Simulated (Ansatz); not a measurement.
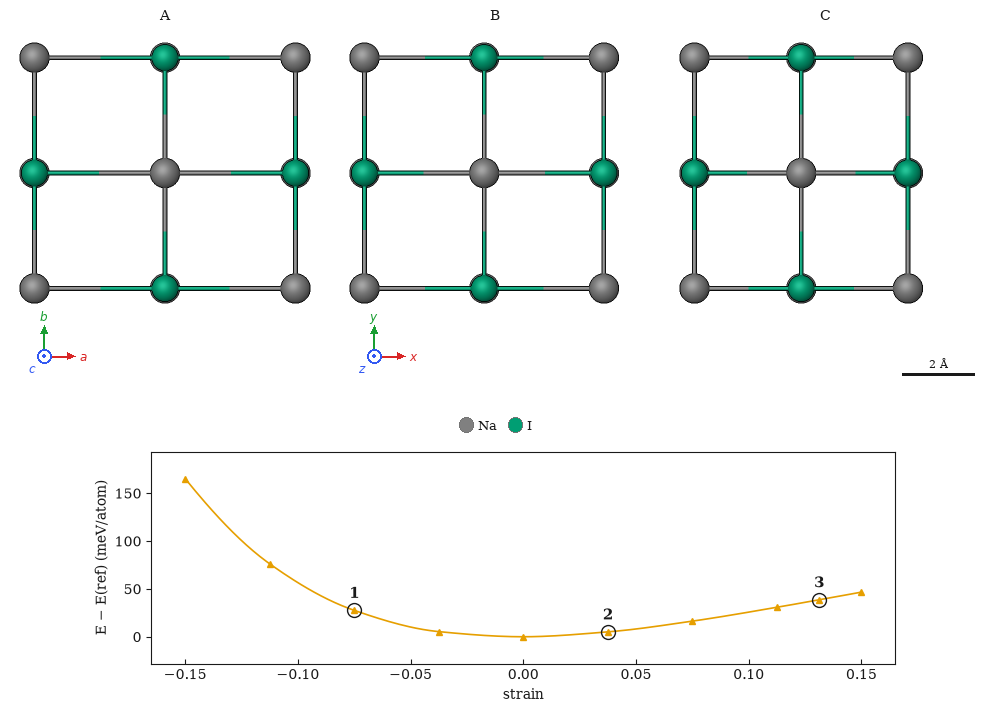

Solid NaI (Fm-3m): the cell is strained along x alone, with the atoms kept at their fractional coordinates. x, y and z are the Cartesian axes of the input. The frames are shuffled; the numbered points of the plot belong to them. A ball-and-stick model of the conventional cell (4 times the calculation's cell), seen along the c axis. Lengths and directions refer to the drawn axes.

These are results of DFT r2SCAN, scalar-relativistic, plane waves, PAW (Ansatz), not measurements. Set-up: plane-wave cutoff 500 eV; k-point mesh 6 × 6 × 6; occupations gaussian; smearing width 0.05 eV; no spin polarisation. Energies (free energies at the smearing named) are counted from the cell as listed in its source, which wasn't relaxed.

**Match the frames to the points.**

Point 1 is frame C (the strain −0.075, 27.6 meV/atom); 2 is frame B (the strain 0.0375, 5.1 meV/atom); 3 is frame A (the strain 0.1312, 38.6 meV/atom). Of the computed points the lowest is at the strain 0.00, 0.0 meV/atom. The end points stand at 165.3 meV/atom (−0.15) and 46.6 meV/atom (0.15). The distortion takes the space group from Fm-3m to I4/mmm. At the strain −0.15 the cell of the drawing goes a 6.473 → 5.502 Å.
